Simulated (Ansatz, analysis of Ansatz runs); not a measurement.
**U centre (hydride ion on a halide site) in NaI: local vibrational mode against experiment**

How near does this set-up come to the measured local vibrational mode? Subject: U centre (hydride ion on a halide site) in NaI. Set-up: PBE, 64-site cell, measured lattice, 420 eV, k: the single point 1/4 1/4 1/4. The model is a cell of 64 host atoms with 1 I taken out and 1 H put in. The frequencies come from force constants among the defect atom and its neighbours, with the masses of the isotopes named. The measured lattice removes the functional's error in the volume.

**The experiment.** Threefold local mode of H-: 426.8 cm⁻¹, by infrared absorption (4.2-77 K) (quoted in “Electronic Absorption and Internal and External Vibrational Data of Atomic and Molecular Ions Doped in Alkali Halide Crystals (NSRDS-NBS 52)”, 1974, S. C. Jain, A. V. R. Warrier, S. K. Agarwal, quoting earlier work (1969)). Threefold local mode of D-: 318.5 cm⁻¹, by infrared absorption (4.2-77 K) (quoted in “Electronic Absorption and Internal and External Vibrational Data of Atomic and Molecular Ions Doped in Alkali Halide Crystals (NSRDS-NBS 52)”, 1974, S. C. Jain, A. V. R. Warrier, S. K. Agarwal, quoting earlier work (1969)). The calculation is set beside it at the end.

Method: plane-wave PAW DFT, PBE; relaxation of all atoms of a defect supercell, in Ansatz 0.2.0.

## Step 1: The structure

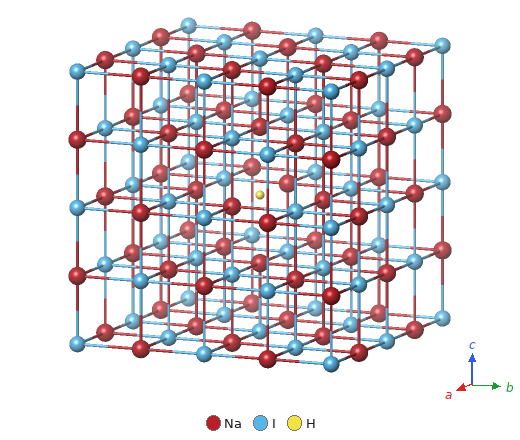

The cell as given, slightly off an axis (sodium red, iodine blue, hydrogen yellow). Some periodic images of atoms are drawn too.

The cell holds 64 atoms: 32 Na, 31 I and 1 H. Its edges and angles: a = 12.946 Å, b = 12.946 Å, c = 12.946 Å, α = 90.0°, β = 90.0°, γ = 90.0°. It derives from NaI (space group Fm-3m). Nearest the centre at fractional (0.250, 0.500, 0.500): H31 at 0.00 Å, Na25 at 3.24 Å, Na12 at 3.24 Å, Na19 at 3.24 Å, Na28 at 3.24 Å, Na27 at 3.24 Å, Na57 at 3.24 Å, I21 at 4.58 Å.

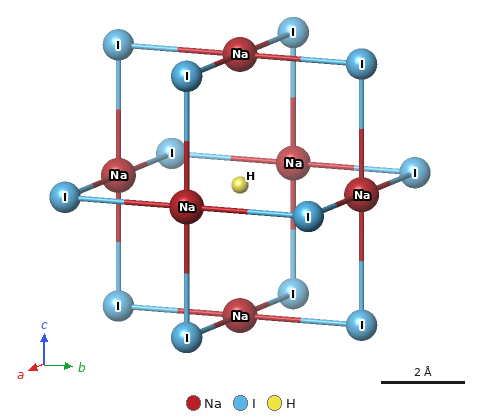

The atoms within 5 Å of the centre.

The host's primitive cell comes from a first run (plane-wave PAW DFT, PBE; relaxation of the host's atoms at the measured cell): vectors of 4.577, 4.577 and 4.577 Å. That is 33.90 Å³ an atom. The supercell is built on it.

## Step 2: Relaxation, charge 0

Every later number rests on the structure around the defect, so the atoms are relaxed at the host's lattice first.

relax/input.yaml

```yaml
relax:
  f_tol: 0.01
  max_steps: 80
  escape_saddle: false
crystal:
  lattice:
    - [12.9456, 0.0, 0.0]
    - [0.0, 12.9456, 0.0]
    - [0.0, 0.0, 12.9456]
  atoms:
    - { symbol: Na, position: [0.0, 0.0, 0.0] }
    - { symbol: Na, position: [0.0, 0.25, 0.25] }
    - { symbol: Na, position: [0.25, 0.0, 0.25] }
    - { symbol: Na, position: [0.25, 0.25, 0.0] }
    - { symbol: I, position: [0.0, 0.0, 0.25] }
    - { symbol: I, position: [0.0, 0.25, 0.0] }
    - { symbol: I, position: [0.25, 0.0, 0.0] }
    - { symbol: I, position: [0.25, 0.25, 0.25] }
    - { symbol: Na, position: [0.0, 0.0, 0.5] }
    - { symbol: Na, position: [0.0, 0.25, 0.75] }
    - { symbol: Na, position: [0.25, 0.0, 0.75] }
    - { symbol: Na, position: [0.25, 0.25, 0.5] }
    - { symbol: I, position: [0.0, 0.0, 0.75] }
    - { symbol: I, position: [0.0, 0.25, 0.5] }
    - { symbol: I, position: [0.25, 0.0, 0.5] }
    - { symbol: I, position: [0.25, 0.25, 0.75] }
    - { symbol: Na, position: [0.0, 0.5, 0.0] }
    - { symbol: Na, position: [0.0, 0.75, 0.25] }
    - { symbol: Na, position: [0.25, 0.5, 0.25] }
    - { symbol: Na, position: [0.25, 0.75, 0.0] }
    - { symbol: I, position: [0.0, 0.5, 0.25] }
    - { symbol: I, position: [0.0, 0.75, 0.0] }
    - { symbol: I, position: [0.25, 0.5, 0.0] }
    - { symbol: I, position: [0.25, 0.75, 0.25] }
    - { symbol: Na, position: [0.0, 0.5, 0.5] }
    - { symbol: Na, position: [0.0, 0.75, 0.75] }
    - { symbol: Na, position: [0.25, 0.5, 0.75] }
    - { symbol: Na, position: [0.25, 0.75, 0.5] }
    - { symbol: I, position: [0.0, 0.5, 0.75] }
    - { symbol: I, position: [0.0, 0.75, 0.5] }
    - { symbol: H, position: [0.25, 0.5, 0.5] }
    - { symbol: I, position: [0.25, 0.75, 0.75] }
    - { symbol: Na, position: [0.5, 0.0, 0.0] }
    - { symbol: Na, position: [0.5, 0.25, 0.25] }
    - { symbol: Na, position: [0.75, 0.0, 0.25] }
    - { symbol: Na, position: [0.75, 0.25, 0.0] }
    - { symbol: I, position: [0.5, 0.0, 0.25] }
    - { symbol: I, position: [0.5, 0.25, 0.0] }
    - { symbol: I, position: [0.75, 0.0, 0.0] }
    - { symbol: I, position: [0.75, 0.25, 0.25] }
    - { symbol: Na, position: [0.5, 0.0, 0.5] }
    - { symbol: Na, position: [0.5, 0.25, 0.75] }
    - { symbol: Na, position: [0.75, 0.0, 0.75] }
    - { symbol: Na, position: [0.75, 0.25, 0.5] }
    - { symbol: I, position: [0.5, 0.0, 0.75] }
    - { symbol: I, position: [0.5, 0.25, 0.5] }
    - { symbol: I, position: [0.75, 0.0, 0.5] }
    - { symbol: I, position: [0.75, 0.25, 0.75] }
    - { symbol: Na, position: [0.5, 0.5, 0.0] }
    - { symbol: Na, position: [0.5, 0.75, 0.25] }
    - { symbol: Na, position: [0.75, 0.5, 0.25] }
    - { symbol: Na, position: [0.75, 0.75, 0.0] }
    - { symbol: I, position: [0.5, 0.5, 0.25] }
    - { symbol: I, position: [0.5, 0.75, 0.0] }
    - { symbol: I, position: [0.75, 0.5, 0.0] }
    - { symbol: I, position: [0.75, 0.75, 0.25] }
    - { symbol: Na, position: [0.5, 0.5, 0.5] }
    - { symbol: Na, position: [0.5, 0.75, 0.75] }
    - { symbol: Na, position: [0.75, 0.5, 0.75] }
    - { symbol: Na, position: [0.75, 0.75, 0.5] }
    - { symbol: I, position: [0.5, 0.5, 0.75] }
    - { symbol: I, position: [0.5, 0.75, 0.5] }
    - { symbol: I, position: [0.75, 0.5, 0.5] }
    - { symbol: I, position: [0.75, 0.75, 0.75] }
basis:
  ecutwfc: 420
  xc_grid: 2
hamiltonian:
  xc: pbe
kpoints:
  mp_grid: { grid: [1, 1, 1], shift: [0.25, 0.25, 0.25] }
scf:
  occupations: { method: fermi_dirac, width: 0.01 }
  max_iter: 120
output:
  forces: true
checkpoint:
  write: "../relax.run"
  compress: false
  write_wavefunctions: true
  write_every: 100000
```

Run with:

```console
$ ansatz run input.yaml --threads 4 --pin off --max-ram 7536MiB --backend cpu --events-out ev --progress --plain --runs-dir out
```

Numbers of over 12 decimals in the logs are rounded to 6 here.

Log:

```text
[... repeated set-up lines and file paths are left out, and long positions are rounded to six places ...]
Engine: ansatz 0.2.0, aarch64-unknown-linux-gnu
Pseudopotentials: kind: paw
Pseudopotential: Na, paw, valence charge 9, recommended cutoff 420 eV (normal), Na.paw.azcp
Pseudopotential: I, paw, valence charge 17, recommended cutoff 420 eV (normal), I.paw.azcp
Pseudopotential: H, paw, valence charge 1, recommended cutoff 420 eV (normal), H.paw.azcp
Functional definition: PBE
  parameter kappa = 0.804
  parameter beta = 0.066725
  exchange = pbe_x(kappa = kappa, mu = beta*pi^2/3)
  correlation = pbe_c(beta = beta)
Crystal: 64 atoms, lattice volume = 2169.534 Å³
Basis set: ecut = 420 eV, 42379 PW (Γ), exchange–correlation on 180×180×180 points (8 copies of the dense FFT grid, shifted against one another)
Bands: 490, of which v1, the nominal top of the filled ones, is band 408 counted from 1 (407 counted from 0)
Symmetry: 12 space group operations
k-points: 1
Non-local potential: Na, projectors of the file, l = 0: 3, l = 1: 2, l = 2: 1
Non-local potential: I, projectors of the file, l = 0: 2, l = 1: 2, l = 2: 2, l = 3: 2
Non-local potential: H, projectors of the file, l = 0: 2, l = 1: 1
PAW form: soft (Blöchl's): semilocal exchange-correlation on the pseudo side does not see the compensation charge
PAW one-centre angular grid: Na, 110 points (default); XC on 64 Gauss nodes
PAW one-centre angular grid: I, 590 points (default); XC on 64 Gauss nodes
PAW one-centre angular grid: H, 110 points (default); XC on 64 Gauss nodes
Initial density: superposition of atomic densities (neutral atoms: chi_scale 0, normalization atom), corrected by the library's trained network
Initial wavefunctions: pseudopotential atomic-orbital guess
Functional: x = pbe(κ = 0.804, μ = 0.219515), c = pbe(β = 0.066725)
SCF iter   1: F=—  HF=-280560.201610 eV  |F-HF|=—  |Δ(HF+E_count)|=         —  Δρ=8.30e-4  dr2=7.27e-2  ethr=1.77e-3  ⟨swp⟩=7.0  Hψ=1828  notcnv=0  defer=44
preconditioner: auto → Resta (q_TF=auto, 2.318 Å⁻¹)  ε∞=2.7  [insulator: Δε(μ)=3.157 eV  Ē_g=9.784 eV  σ=0.010 eV  W_gap=1.00  n_scr=460 (ndim 8)  ℏωp=12.6 eV  f_vac=0.084  D(μ)=0.00/eV (n_scr^D=0)  ε∞_Penn≈2.7]
SCF iter   2: F=—  HF=-280560.117338 eV  |F-HF|=—  |Δ(HF+E_count)|=   8.43e-2  Δρ=5.53e-4  dr2=1.83e-2  ethr=8.91e-6  ⟨swp⟩=3.0  Hψ=959  notcnv=0  defer=73
SCF iter   3: F=—  HF=-280560.114079 eV  |F-HF|=—  |Δ(HF+E_count)|=   3.26e-3  Δρ=2.74e-4  dr2=3.14e-3  ethr=2.24e-6  ⟨swp⟩=3.0  Hψ=834  notcnv=0  defer=73
SCF iter   4: F=—  HF=-280560.113774 eV  |F-HF|=—  |Δ(HF+E_count)|=   3.05e-4  Δρ=1.06e-4  dr2=4.76e-4  ethr=3.84e-7  ⟨swp⟩=3.0  Hψ=782  notcnv=0  defer=73
SCF iter   5: F=—  HF=-280560.113719 eV  |F-HF|=—  |Δ(HF+E_count)|=   5.48e-5  Δρ=2.47e-5  dr2=1.82e-5  ethr=5.83e-8  ⟨swp⟩=2.0  Hψ=621  notcnv=0  defer=73
SCF iter   6: F=-280560.113745 eV  HF=-280560.113745 eV  |F-HF|=2.14e-7  |Δ(HF+E_count)|=   2.51e-5  Δρ=1.13e-5  dr2=2.42e-6  ethr=3.06e-10  ⟨swp⟩=5.0  Hψ=1532  notcnv=0
SCF 1 converged in 6 iterations: F = -280560.113745 eV  dr2 = 2.42e-6
  greatest PAW one-centre occupation: 0.999 electrons in one spin orbital (limit 2), on the Na atom at site 26 (counted from 0), in its partial waves of l = 0
relax step   1: F+E_penalty+E_count = -280560.11374474 eV  Δ(F+E_penalty+E_count) = +0.000e0 eV  max|allowed force component| = 2.441e-1 eV/Å  Δτ_max = 0.0000 Å  (6 SCF iters, dr2 threshold 2.50e-6 eV, accepted)
[... the SCF cycles and remarks between the steps are left out from here to the last step ...]
relax step   2: F+E_penalty+E_count = -280560.24633082 eV  Δ(F+E_penalty+E_count) = -1.326e-1 eV  max|allowed force component| = 1.432e-1 eV/Å  Δτ_max = 0.1109 Å  (6 SCF iters, dr2 threshold 3.72e-6 eV, accepted)
relax step   3: F+E_penalty+E_count = -280560.33857742 eV  Δ(F+E_penalty+E_count) = -9.225e-2 eV  max|allowed force component| = 4.792e-2 eV/Å  Δτ_max = 0.1980 Å  (7 SCF iters, dr2 threshold 1.28e-6 eV, accepted)
relax step   4: F+E_penalty+E_count = -280560.34513295 eV  Δ(F+E_penalty+E_count) = -6.556e-3 eV  max|allowed force component| = 2.922e-2 eV/Å  Δτ_max = 0.0288 Å  (6 SCF iters, dr2 threshold 2.57e-7 eV, accepted)
SCF iter   1: F=—  HF=-280560.350978 eV  |F-HF|=—  |Δ(HF+E_count)|=         —  Δρ=7.55e-4  dr2=7.12e-3  ethr=8.18e-6  ⟨swp⟩=6.0  Hψ=1187  notcnv=0  defer=75
SCF iter   2: F=—  HF=-280560.348544 eV  |F-HF|=—  |Δ(HF+E_count)|=   2.43e-3  Δρ=3.89e-4  dr2=2.00e-3  ethr=8.72e-7  ⟨swp⟩=2.0  Hψ=648  notcnv=0  defer=75
SCF iter   3: F=—  HF=-280560.347669 eV  |F-HF|=—  |Δ(HF+E_count)|=   8.75e-4  Δρ=2.47e-5  dr2=1.07e-5  ethr=2.45e-7  ⟨swp⟩=2.0  Hψ=829  notcnv=0  defer=75
SCF iter   4: F=—  HF=-280560.347743 eV  |F-HF|=—  |Δ(HF+E_count)|=   7.36e-5  Δρ=8.87e-6  dr2=1.74e-6  ethr=1.31e-9  ⟨swp⟩=2.0  Hψ=823  notcnv=0  defer=75
SCF iter   5: F=-280560.347743 eV  HF=-280560.347743 eV  |F-HF|=6.25e-8  |Δ(HF+E_count)|=   8.70e-7  Δρ=1.76e-6  dr2=8.77e-8  ethr=1.23e-11  ⟨swp⟩=3.0  Hψ=1914  notcnv=0
SCF 5 converged in 5 iterations: F = -280560.347743 eV  dr2 = 8.77e-8
relax step   5: F+E_penalty+E_count = -280560.34774348 eV  Δ(F+E_penalty+E_count) = -2.611e-3 eV  max|allowed force component| = 2.059e-3 eV/Å  Δτ_max = 0.0131 Å  (5 SCF iters, accepted)
NSCF: frozen V_eff on 1 k-points
the band table was solved once a step of the walk had ended and its energy, with any forces and stress, was formed, with the checks that follow a solve (1951 applications of the Hamiltonian). They found nothing against the state; [...]
SCF converged after 5 iterations
Free energy (F): -280560.347743 eV
Harris-Foulkes:  -280560.347743 eV  (|F-HF|=6.25e-8)
Internal energy: -280560.347743 eV  (E = F + TS)
E sigma→0 (E₀):  -280560.347743 eV
Fermi energy:    5.074118 eV
--- Per-component energies (eV) ---
  E_band       = -19406.229133
  E_kinetic    = 9733.654130
  E_local      = -106414.156624  (includes V_loc(G=0)·N_el)
  E_nonlocal   = 889.519572
  E_hartree    = 48117.058586
  E_xc         = -5232.150460
  E_vxc        = -5608.968442  (∫ρ·V_xc dr)
  E_paw        = -157754.132546  (= ΣΔE_a)
  E_vpaw       = -14240.387020  (= ΣTr[D̂ρ^β])
  E_aug_tail   = -0.002271  (compensation charges beyond the density's cutoff)
  E_ewald      = -69900.138131
  E_smearing   = -0.000000  (= −TS)
  E_closure    = -0.000000  (closes the sum)
  Σ components = -280560.347743   (vs F -280560.347743, Δ=0.00e0)
--- Forces (eV/Å), atoms counted from 1 ---
  atom   1  Na    -0.00205928    -0.00001713    -0.00001713
  atom   2  Na     0.00094225     0.00094225     0.00094225
  [... 5 atoms left out ...]
  atom   8  I     -0.00030055     0.00032764     0.00032764
  [... 3 atoms left out ...]
  atom  12  Na    -0.00002172    -0.00150271    -0.00002172
  [... 1 atom left out ...]
  atom  14  I      0.00032764     0.00032764    -0.00030055
  [... 4 atoms left out ...]
  atom  19  Na    -0.00002172    -0.00002172    -0.00150271
  [... 1 atom left out ...]
  atom  21  I      0.00032764    -0.00030055     0.00032764
  [... 3 atoms left out ...]
  atom  25  Na    -0.00150271    -0.00002172    -0.00002172
  [... 1 atom left out ...]
  atom  27  Na     0.00002172     0.00002172     0.00150271
  atom  28  Na     0.00002172     0.00150271     0.00002172
  [... 2 atoms left out ...]
  atom  31  H     -0.00000000    -0.00000000     0.00000000
  [... 25 atoms left out ...]
  atom  57  Na     0.00150271     0.00002172     0.00002172
  [... 7 atoms left out ...]
  max |Σ_I F_I| component: 1.19e-18 eV/Å
--- Band table (eV) ---
  k-point 0: bands = ["-47.7621", "-47.7619", "-47.7619", "-47.7619", [... 482 left out ...] "10.5891", "10.5891", "10.6116", "10.6121"]
--- Relaxed structure (5 steps of the walk, 5 accepted, 0 SCFs on fresh bases) ---
  F+E_penalty+E_count = -280560.34774348 eV   max|allowed force component| = 2.059e-3 eV/Å
  atoms:
    - { symbol: Na, position: [0.000478, 3.284314044772815e-6, 3.2843140447728678e-6] }
    - { symbol: Na, position: [-9.307978227495673e-5, 0.249907, 0.249907] }
    [... 5 atoms left out ...]
    - { symbol: I, position: [0.250022, 0.253123, 0.253123] }
    [... 3 atoms left out ...]
    - { symbol: Na, position: [0.250016, 0.274600, 0.500016] }
    [... 1 atom left out ...]
    - { symbol: I, position: [0.003123, 0.253123, 0.500022] }
    [... 4 atoms left out ...]
    - { symbol: Na, position: [0.250016, 0.500016, 0.274600] }
    [... 1 atom left out ...]
    - { symbol: I, position: [0.003123, 0.500022, 0.253123] }
    [... 3 atoms left out ...]
    - { symbol: Na, position: [0.024600, 0.500016, 0.500016] }
    [... 1 atom left out ...]
    - { symbol: Na, position: [0.249984, 0.499984, 0.725400] }
    - { symbol: Na, position: [0.249984, 0.725400, 0.499984] }
    [... 2 atoms left out ...]
    - { symbol: H, position: [0.250000, 0.500000, 0.500000] }
    [... 25 atoms left out ...]
    - { symbol: Na, position: [0.475400, 0.499984, 0.499984] }
    [... 7 atoms left out ...]
```

Elapsed: 2.5 min, on 4 threads of Arm Neoverse V1, shared host; peak memory 4.9 GiB; 9.6 min of CPU time.

(Continued in part 2 of 2.)

[Logs are printed without paths, hosts, clocks, repeated set-up lines and the standing remarks that a program may print on its own settings, such as how far it seeks lower states.]

[Hosts, paths, dates, database ids (printed as entryN), source tags and the programs' standing remarks are cut or masked in the printed files.]

[For some hosts the program warned that the k-mesh of the response run may be too coarse for force constants and the static dielectric constant; such warnings are not shown here.]
